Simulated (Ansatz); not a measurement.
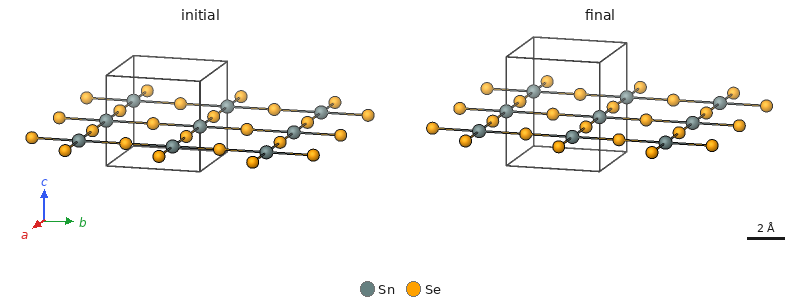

The structure of a crystal of SnSe2 (a generated structure, set up in P4/mmm) before (left) and after (right) a relaxation, at one scale.

Style: ball-and-stick. Shown: the cell of the calculation, repeated 2 × 2 × 1 with one cell outlined, slightly off an axis.

Computed with Ansatz 0.2.0, DFT PBE, scalar-relativistic, plane waves, PAW. Set-up: plane-wave cutoff 420 eV; k-point mesh 10 × 10 × 10; occupations gaussian; smearing width 0.1 eV; no spin polarisation; cell and atoms relaxed; force threshold 0.01 eV/Å; at most 80 steps.

Q: What changed between the two?

A: After 8 accepted moves (10 points after the start) the energy has fallen by 7.9 meV per atom. All forces vanish by symmetry, so only the cell relaxes. Pressure: −0.41 GPa at the start and 0.01 GPa at the end. The SCF was repeated twice at an unchanged geometry on a basis and grid sized afresh for the cell, which shifted the energy by 0.9 meV per atom at most. No atom moves by more than 0.005 Å relative to the cell. The volume changes by +18.9 %, with a = b 5.303 → 5.267 Å (−0.7 %), c 5.019 → 6.048 Å (+20.5 %). Among the contacts that change: Se–Sn 2.651 → 2.634 Å. The space group stays P4/mmm (No. 123). Cost: 2.4 min on 1 thread of AMD EPYC 9R45 96-Core Processor (Zen 5), with other jobs on the host, peak memory 0.76 GiB.

Limits of the set-up: layers or molecules are held without a dispersion correction, so their spacing is unreliable.
